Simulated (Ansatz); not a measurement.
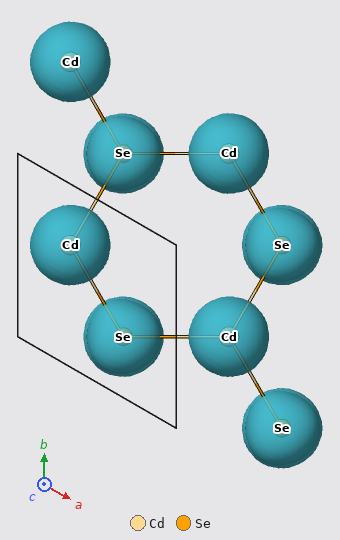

*CdSe. Isosurface of the valence pseudo-density at 0.8 e/Å³ (cyan), seen along the c axis. Sticks mark near contacts.*

Space group P6₃mc; not relaxed (largest force 0.3 eV/Å); computed pressure about 7 GPa in this cell.

Method: Kohn-Sham DFT of a periodic cell, HF, Ansatz PAW in Ansatz 0.2.0.

In a PAW calculation such maps are meaningful between the atoms, not at the nuclei.

```xyz
4
Lattice="4.3000 0.0000 0.0000 -2.1500 3.7239 0.0000 0.0000 0.0000 7.0200" Properties=species:S:1:pos:R:3 pbc="T T T"
Cd    2.1500    1.2413    3.5100
Cd    0.0000    2.4826    0.0000
Se    2.1500    1.2413    6.2127
Se    0.0000    2.4826    2.7027
```

Q: What does this surface tell about the bonding?

A: At this value the density breaks into separate islands; it holds about 80 % of the electrons treated as valence (semicore included). It bridges none of the near contacts. It is pinched off along the shortest Cd–Se (2.61 Å) and Cd–Se (2.70 Å) contacts. On the grid the lowest density along these lines, outside the cores, is 0.39 e/Å³ (Cd–Se, 2.61 Å) and 0.32 e/Å³ (Cd–Se, 2.70 Å).

Q: Metal or insulator at this level of theory?

A: It is gapped, with a Kohn–Sham gap of 7.8 eV on the k-point mesh (the band edges may lie off the mesh, which would make the gap smaller).
